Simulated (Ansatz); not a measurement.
Consider Au.

```cif
data_structure
_symmetry_space_group_name_H-M 'P 1'
_symmetry_Int_Tables_number 1
_cell_length_a 5.7855
_cell_length_b 8.1820
_cell_length_c 5.7855
_cell_angle_alpha 90.000
_cell_angle_beta 90.000
_cell_angle_gamma 90.000
_cell_volume 273.87
loop_
_atom_site_label
_atom_site_type_symbol
_atom_site_fract_x
_atom_site_fract_y
_atom_site_fract_z
_atom_site_occupancy
Au1 Au 0.00000 0.00000 0.52161 1
Au2 Au 0.50000 0.50000 0.02161 1
Au3 Au 0.50000 0.50000 0.50000 1
Au4 Au 0.00000 0.00000 0.00000 1
Au5 Au 0.25000 0.75000 0.75000 1
Au6 Au 0.75000 0.25000 0.25000 1
Au7 Au 0.75000 0.25000 0.75000 1
Au8 Au 0.25000 0.75000 0.25000 1
Au9 Au 0.75000 0.75000 0.75000 1
Au10 Au 0.25000 0.25000 0.25000 1
Au11 Au 0.25000 0.25000 0.75000 1
Au12 Au 0.75000 0.75000 0.25000 1
Au13 Au 0.50000 0.00000 0.50000 1
Au14 Au 0.00000 0.50000 0.00000 1
Au15 Au 0.00000 0.50000 0.50000 1
Au16 Au 0.50000 0.00000 0.00000 1
```

Space group Imm2; changed on purpose from its base cell (atom 1 (Au) moved +0.125 A towards its neighbour atom 2 (Au) at 2.893 A); not relaxed (largest force 1.0 eV/Å); computed pressure about 8 GPa in this cell.

Computed with DFT PBE, scalar-relativistic, plane waves, PAW in Ansatz 0.2.0.

### Predict the valence pseudo-density and electron localisation function between the atoms.

Au–Au (2.83 Å): ρ is about 0.3 e/Å³ halfway; the ELF is about 0.20 at the midpoint; no localised pair shows between them.
Au–Au (2.90 Å): the density is about 0.28 e/Å³ at the midpoint; the ELF is about 0.20 at the midpoint: no shared electron pair shows on this line.
Au–Au (2.96 Å): ρ is about 0.24 e/Å³ halfway; the ELF is about 0.20 at the midpoint (no localised pair shows between them).

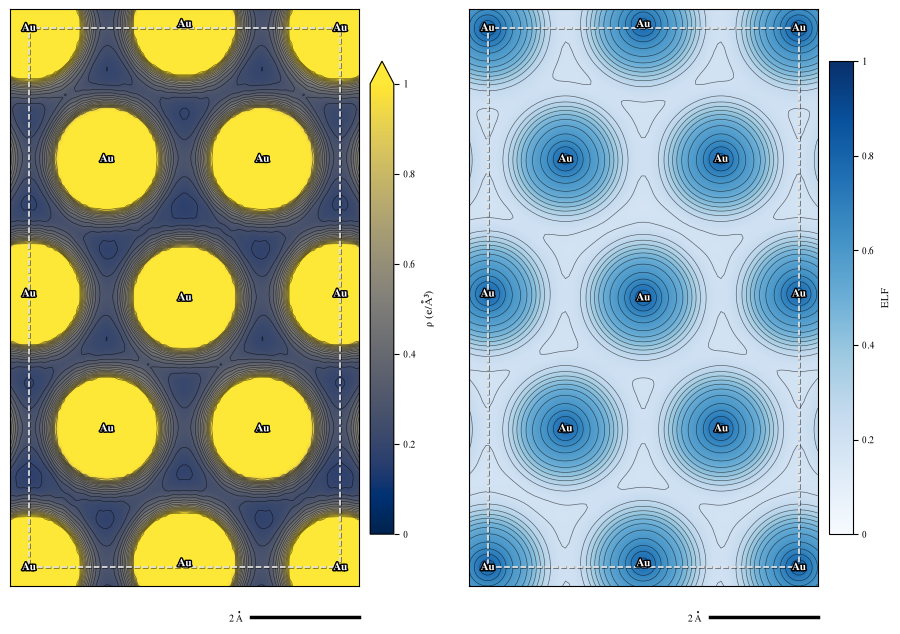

Computed valence pseudo-density and electron localisation function on the (011) plane of the conventional cell, in this order. 

Core electrons are frozen (PAW), and the valence fields are smoothed inside the atomic spheres.
